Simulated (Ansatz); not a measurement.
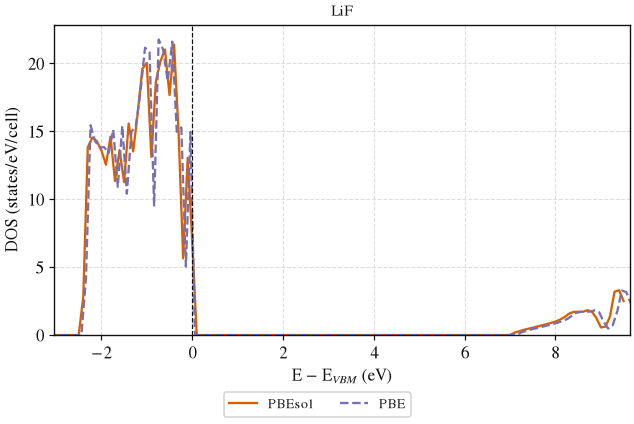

Total densities of states of LiF, space group P1, 12 atoms in the cell, by two methods on the same cell. Each is counted from its own valence-band top.

### What changes from one method to the other?

PBEsol gives a gap of 7.01 eV and PBE gives a gap of 7.13 eV. In the window shown, the tallest filled peak lies at −0.4 eV in PBEsol and −0.7 eV in PBE.

Settings. PBEsol: DFT PBEsol, scalar-relativistic, plane waves, PAW, no spin polarisation, 6×6×6 k mesh, 420 eV cutoff, Gaussian smearing of 0.02 eV (Ansatz). PBE: DFT PBE, scalar-relativistic, plane waves, PAW, no spin polarisation, 6×6×6 k mesh, 420 eV cutoff (Ansatz).

The structure is an invented one, so it need not be a known or stable phase.
